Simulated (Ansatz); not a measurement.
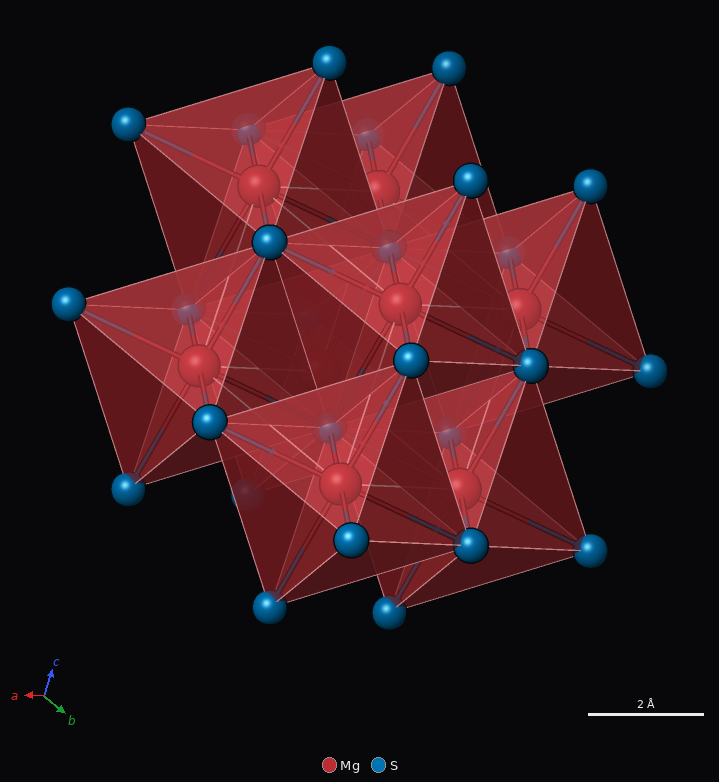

*The structure as given in the input (polyhedral view of the reduced cell, seen at an oblique angle; polyhedra are completed across the faces of the cell).*

**Run report: MgS, band-structure calculation**

The run: band-structure calculation of MgS (I4/mmm, 2 atoms in the cell). Method and program: DFT, r2SCAN, plane waves, PAW, no spin polarisation (Ansatz 0.2.0).

The structure was built on a prototype by a generator. The geometry comes from this level: r2SCAN (a point of a series of strains). It belongs to a series of runs on one base structure; here: uniaxial_z strain +0.3%.

Input:
```yaml
crystal:
  lattice:
    - [0.0, 2.601517937, 2.6098427944]
    - [2.601517937, 0.0, 2.6098427944]
    - [2.601517937, 2.601517937, 0.0]
  atoms:
    - { symbol: Mg, position: [0.0, 0.0, 0.0] }
    - { symbol: S, position: [0.5, 0.5, 0.5] }
kpoints:
  mp_grid: { grid: [8, 8, 8] }
  band_path:
    path:
      - [0.0, 0.0, 0.0]
      - [0.5, 0.0, 0.5]
      - [0.625, 0.25, 0.625]
      - [0.375, 0.375, 0.75]
      - [0.5, 0.5, 0.5]
      - [0.5, 0.25, 0.75]
    npoints: 1
hamiltonian:
  xc: r2scan
scf:
  occupations: { method: fixed }
  n_extra_bands: 4
output:
  forces: true
  stress: true
  eigenvalues: true
  write_density: true
  write_potential: true
  elf: true
  volumetric_format: npy
```

Run as:
```bash
ansatz run input.yaml --threads 4 --pin off --max-ram 3686MiB --backend cpu --events-out ev --progress --plain --runs-dir out
```

Log:
```
scf.n_extra_bands = 4 over 8 filled bands (N_el = 16.0): the run solves 12 bands
Engine: ansatz 0.2.0, aarch64-unknown-linux-gnu
Pseudopotentials: kind: paw
Pseudopotential: Mg, paw, valence charge 10, recommended cutoff 500 eV (meta_gga), Mg.paw.azcp
Pseudopotential: S, paw, valence charge 6, recommended cutoff 500 eV (meta_gga), S.paw.azcp
Functional definition: r2SCAN
  parameter k0 = 0.174
  parameter k1 = 0.065
  parameter a1 = 4.9479
  exchange = r2scan_x(k0 = k0, k1 = k1, a1 = a1)
  correlation = r2scan_c
Crystal: 2 atoms, lattice volume = 35.326 Å³
Basis set: ecut = 500 eV, 893 PW (Γ), exchange–correlation on 108×108×108 points (64 copies of the dense FFT grid, shifted against one another)
Bands: 12, of which v1, the nominal top of the filled ones, is band 8 counted from 1 (7 counted from 0)
Symmetry: 16 space group operations
Space group: I4/mmm (ITA 139), of the structure as read, at distance tolerance 3.3e-5 Å
k-points: 59 of 512
Non-local potential: Mg, projectors of the file, l = 0: 3, l = 1: 2, l = 2: 1
Non-local potential: S, projectors of the file, l = 0: 2, l = 1: 2, l = 2: 2
PAW form: soft (Blöchl's): semilocal exchange-correlation on the pseudo side does not see the compensation charge
PAW frozen core: Mg, regenerated for the run's functional (the file was generated under x = pbe(κ = 0.804, μ = 0.2195149727645171), c = pbe(β = 0.06672455060314922))
PAW frozen core: S, regenerated for the run's functional (the file was generated under x = pbe(κ = 0.804, μ = 0.2195149727645171), c = pbe(β = 0.06672455060314922))
PAW one-centre angular grid: Mg, 302 points (default); XC on 224 Gauss nodes
PAW one-centre angular grid: S, 302 points (default); XC on 160 Gauss nodes
Initial density: superposition of atomic densities (neutral atoms: chi_scale 0, normalization atom), corrected by the library's trained network
Initial wavefunctions: pseudopotential atomic-orbital guess
Functional: x = r2scan, c = r2scan; τ floored in thin density (d = 2e-4 eV/Å³)
SCF iter   1: F=—  HF=-2835.529834 eV  |F-HF|=—  |Δ(HF+E_count)|=         —  Δρ=7.01e-3  dr2=6.64e-3  dr2_τ=7.29e-3  ethr=1.77e-3  ⟨swp⟩=4.8  Hψ=3900  notcnv=0  defer=106
preconditioner: auto → none  [insulator: Δε(μ)=3.377 eV  Ē_g=12.597 eV  n_scr=8 (ndim 8)  ℏωp=17.7 eV  f_vac=0.000  ε∞_Penn≈3.0]
SCF iter   2: F=—  HF=-2835.575620 eV  |F-HF|=—  |Δ(HF+E_count)|=   4.58e-2  Δρ=2.90e-3  dr2=2.13e-3  dr2_τ=5.23e-5  ethr=4.15e-5  ⟨swp⟩=2.2  Hψ=1791  notcnv=0  defer=108
SCF iter   3: F=—  HF=-2835.575925 eV  |F-HF|=—  |Δ(HF+E_count)|=   3.05e-4  Δρ=8.52e-4  dr2=2.11e-4  dr2_τ=2.03e-5  ethr=1.33e-5  ⟨swp⟩=2.1  Hψ=1037  notcnv=0  defer=117
SCF iter   4: F=—  HF=-2835.575877 eV  |F-HF|=—  |Δ(HF+E_count)|=   4.83e-5  Δρ=1.51e-4  dr2=4.64e-6  dr2_τ=4.78e-7  ethr=1.32e-6  ⟨swp⟩=2.1  Hψ=1005  notcnv=0  defer=113
SCF iter   5: F=—  HF=-2835.575880 eV  |F-HF|=—  |Δ(HF+E_count)|=   3.21e-6  Δρ=1.24e-5  dr2=1.83e-8  dr2_τ=3.76e-9  ethr=2.90e-8  ⟨swp⟩=2.5  Hψ=1170  notcnv=0
SCF iter   6: F=-2835.575880 eV  HF=-2835.575880 eV  |F-HF|=7.50e-9  |Δ(HF+E_count)|=   2.53e-8  Δρ=5.07e-6  dr2=9.16e-9  dr2_τ=4.00e-10  ethr=1.14e-10  ⟨swp⟩=7.1  Hψ=4775  notcnv=0
SCF 1 converged in 6 iterations: F = -2835.575880 eV  dr2 = 9.16e-9
  greatest PAW one-centre occupation: 1.000 electrons in one spin orbital (limit 2), on the Mg atom at site 0 (counted from 0), in its partial waves of l = 0
NSCF: frozen V_eff on 6 k-points
SCF converged after 6 iterations
Free energy (F): -2835.575880 eV
Harris-Foulkes:  -2835.575880 eV  (|F-HF|=7.50e-9)
Internal energy: -2835.575880 eV  (E = F + TS)
E sigma→0 (E₀):  -2835.575880 eV
Fermi energy:    6.133125 eV
--- Per-component energies (eV) ---
  E_band       = -349.932942
  E_kinetic    = 184.816054
  E_local      = -1668.688713  (includes V_loc(G=0)·N_el)
  E_nonlocal   = 123.577435
  E_hartree    = 594.471830
  E_xc         = -120.686635
  E_vxc        = -136.204293  (∫ρ·V_xc dr)
  E_paw        = -906.251149  (= ΣΔE_a)
  E_vpaw       = -49.361407  (= ΣTr[D̂ρ^β])
  E_aug_tail   = -0.000001  (compensation charges beyond the density's cutoff)
  E_vtau       = 6.986062  (kinetic-family band-sum trace: ∫τ·v_τ [+ j·A + Jᵃ·Aᵃ] dr)
  E_ewald      = -1042.678726
  E_core_change = -0.135975  (= ΣΔE_core)
  E_smearing   = -0.000000  (= −TS)
  E_closure    = -0.000000  (closes the sum)
  Σ components = -2835.575880   (vs F -2835.575880, Δ=0.00e0)
--- Forces (eV/Å), atoms counted from 1 ---
  atom   1  Mg    -0.00000000     0.00000000     0.00000000
  atom   2  S      0.00000000     0.00000000    -0.00000000
  max |Σ_I F_I| component: 2.96e-30 eV/Å
--- Stress (GPa, compression-positive) ---
       -0.136399       0.000000       0.000000
        0.000000      -0.136399       0.000000
        0.000000       0.000000      -0.471198
  P = ⅓ Tr σ = -0.2480 GPa (-2.480 kbar)
--- Band table (eV; the first three rows and the last of 59) ---
  k-point 0: bands = ["-71.4342", "-36.5335", "-36.5323", "-36.5323", "-7.0440", "6.1192", "6.1192", "6.1331", "10.7388", "14.5858", "14.6199", "14.6199"]
  k-point 1: bands = ["-71.4342", "-36.5341", "-36.5329", "-36.5324", "-6.8885", "5.1151", "6.0155", "6.0215", "11.4922", "14.3479", "14.8560", "14.8821"]
  k-point 2: bands = ["-71.4340", "-36.5361", "-36.5334", "-36.5327", "-6.4694", "3.3370", "5.7870", "5.7881", "11.8237", "14.5014", "14.5398", "15.2243"]
  k-point 58: bands = ["-71.4338", "-36.5392", "-36.5347", "-36.5347", "-5.3441", "1.8723", "4.4149", "4.4149", "9.5917", "11.0472", "19.2225", "19.4167"]
```

File bands.tsv:
```
# k_distance	band_0	band_1	band_2	band_3	band_4	band_5	band_6	band_7	band_8	band_9	band_10	band_11
# fermi_ev = 6.133125
# lock_threshold_ev = 1e-6
# [0, 0, 0] at k_distance = 0.000000
# [0.5, 0, 0.5] at k_distance = 1.207600
# [0.625, 0.25, 0.625] at k_distance = 1.633870
# [0.375, 0.375, 0.75] at k_distance = 2.372979
# [0.5, 0.5, 0.5] at k_distance = 3.110908
# [0.5, 0.25, 0.75] at k_distance = 3.963449
# levels_relative_to = fermi_ev
# free_energy_ev = -2835.575880
# largest_residual_norms_ev = 4.545e-4 4.675e-4 4.520e-4 4.617e-4 1.965e-3 1.229e-3 1.510e-3 1.883e-3 8.695e-4 1.818e-3 1.630e-3 1.202e-3
0.000000	-77.567305	-42.666664	-42.665439	-42.665439	-13.177080	-0.013896	-0.013896	0.000000	4.605647	8.452629	8.486739	8.486739
1.207600	-77.566949	-42.671163	-42.669057	-42.667898	-11.464862	-4.257822	-1.746828	-1.718606	3.440877	4.903226	13.122862	13.292026
1.633870	-77.566935	-42.670211	-42.669975	-42.667762	-11.467384	-3.747816	-3.195712	-1.408326	4.536865	7.294359	10.372648	10.888537
2.372979	-77.566940	-42.671402	-42.669197	-42.667277	-11.473945	-3.748276	-3.199436	-1.394932	4.556464	7.316713	10.372275	10.872283
3.110908	-77.567017	-42.672397	-42.667041	-42.666240	-11.843990	-4.866713	-0.633227	-0.623888	5.200000	7.461775	7.496212	11.236478
3.963449	-77.566925	-42.670699	-42.669489	-42.667942	-11.424738	-3.272749	-3.270476	-2.352166	5.906530	8.582029	8.596699	8.795143
```

File rho_z.tsv:
```
# z_ang	rho[e/angstrom^3]
# format = ansatz-planar-average/11
# lattice	0.000000000	2.601517937	2.609842794
# lattice	2.601517937	0.000000000	2.609842794
# lattice	2.601517937	2.601517937	0.000000000
# sites	2
# site	12	0.000000000	0.000000000	0.000000000
# site	16	2.601517937	2.601517937	2.609842794
0.000000	1.165161e0
0.136263	1.068385e0
0.272526	8.268004e-1
0.408789	5.523710e-1
0.545052	3.462928e-1
0.681315	2.459168e-1
0.817578	2.285088e-1
0.953841	2.520158e-1
1.090104	2.868694e-1
1.226367	3.190987e-1
1.362630	3.419096e-1
1.498893	3.531540e-1
1.635156	3.556704e-1
1.771419	3.548534e-1
1.907682	3.548534e-1
2.043946	3.556704e-1
2.180209	3.531540e-1
2.316472	3.419096e-1
2.452735	3.190987e-1
2.588998	2.868694e-1
2.725261	2.520158e-1
2.861524	2.285088e-1
2.997787	2.459168e-1
3.134050	3.462928e-1
3.270313	5.523710e-1
3.406576	8.268004e-1
3.542839	1.068385e0
```

File v_z.tsv:
```
# z_ang	v_es[eV]	v_tot[eV]
# format = ansatz-planar-average/11
# xc	r2scan
# density_cutoff_ev	2000
# datasets	Mg=:simpson_from_first_knot:soft:shift=0	S=:simpson_from_first_knot:soft:shift=0
# lattice	0.000000000	2.601517937	2.609842794
# lattice	2.601517937	0.000000000	2.609842794
# lattice	2.601517937	2.601517937	0.000000000
# sites	2
# site	12	0.000000000	0.000000000	0.000000000
# site	16	2.601517937	2.601517937	2.609842794
0.000000	-4.740615e-1	-8.845633e0
0.136263	-1.508926e-1	-8.668887e0
0.272526	7.483849e-1	-8.019127e0
0.408789	2.026236e0	-6.924595e0
0.545052	3.386554e0	-5.686946e0
0.681315	4.505818e0	-4.672028e0
0.817578	5.081543e0	-4.357427e0
0.953841	4.975187e0	-4.886777e0
1.090104	4.347559e0	-5.951125e0
1.226367	3.551899e0	-7.159795e0
1.362630	2.893736e0	-8.151621e0
1.498893	2.480586e0	-8.847463e0
1.635156	2.272915e0	-9.322459e0
1.771419	2.192004e0	-9.545144e0
1.907682	2.192004e0	-9.545144e0
2.043946	2.272915e0	-9.322459e0
2.180209	2.480586e0	-8.847463e0
2.316472	2.893736e0	-8.151621e0
2.452735	3.551899e0	-7.159795e0
2.588998	4.347559e0	-5.951125e0
2.725261	4.975187e0	-4.886777e0
2.861524	5.081543e0	-4.357427e0
2.997787	4.505818e0	-4.672028e0
3.134050	3.386554e0	-5.686946e0
3.270313	2.026236e0	-6.924595e0
3.406576	7.483849e-1	-8.019127e0
3.542839	-1.508926e-1	-8.668887e0
```

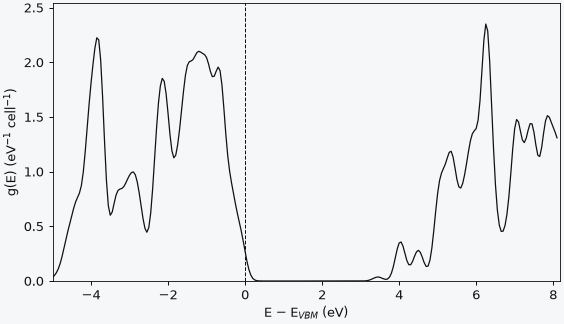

*Density of states (the curve is built from the levels of the k mesh with Gaussians 0.3 eV wide, which also blur the band edges), with energies from the valence-band top.*

There is a gap of 3.44 eV on the k-point mesh. Small ripples come from the finite k-point mesh.

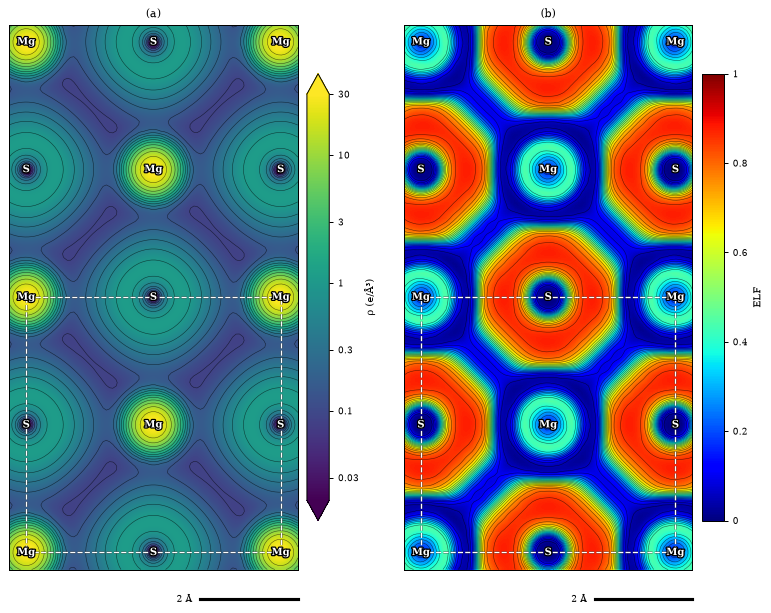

*(a) valence pseudo-density; (b) ELF on the (100) plane of the conventional cell.*

Atoms in the plane: Mg and S. Away from the nuclei the density in this plane falls to 0.08 e/Å³ at its lowest. Core electrons are frozen (PAW), so the fields are smoothed inside the atomic spheres.

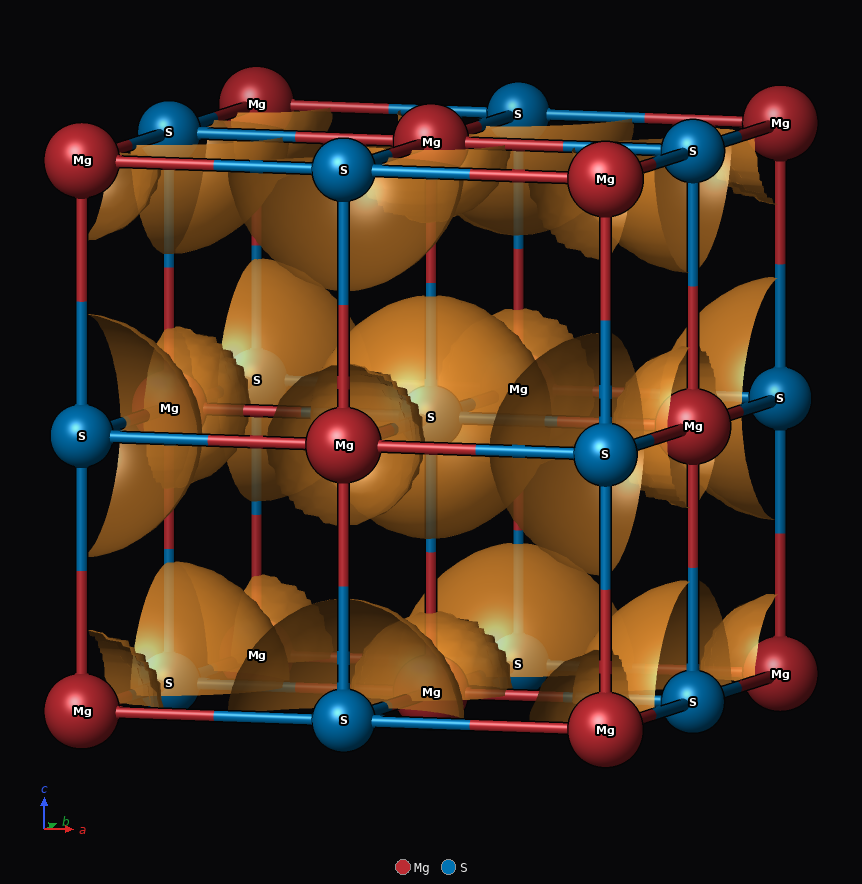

*Isosurface of the valence charge density (pseudo) at 0.4 e/Å³ (orange), seen slightly off an axis. Sticks mark near contacts. The outline is the cell set on symmetry axes.*

At this value the density breaks into separate islands; it holds about 75 % of the electrons treated as valence (semicore included). It is pinched off along the Mg–S (2.60 Å) contacts. On the grid the lowest density along these lines, outside the cores, is 0.17 e/Å³ (Mg–S, 2.60 Å).

Key numbers:

- outcome: converged
- space group (tolerance 0.01 Å): I4/mmm (139)
- electrons treated: 16
- free energy: −2835.5759 eV
- Fermi energy: 6.133 eV
- gap on the k-point mesh: 3.44 eV
- pressure: −0.25 GPa
- largest force (length of the vector): under 0.001 eV/Å
- hardware: 4 threads of an Arm (aarch64) CPU, shared host
- wall time: 1.7 s (CPU time 6 s)
- peak memory: 0.39 GiB
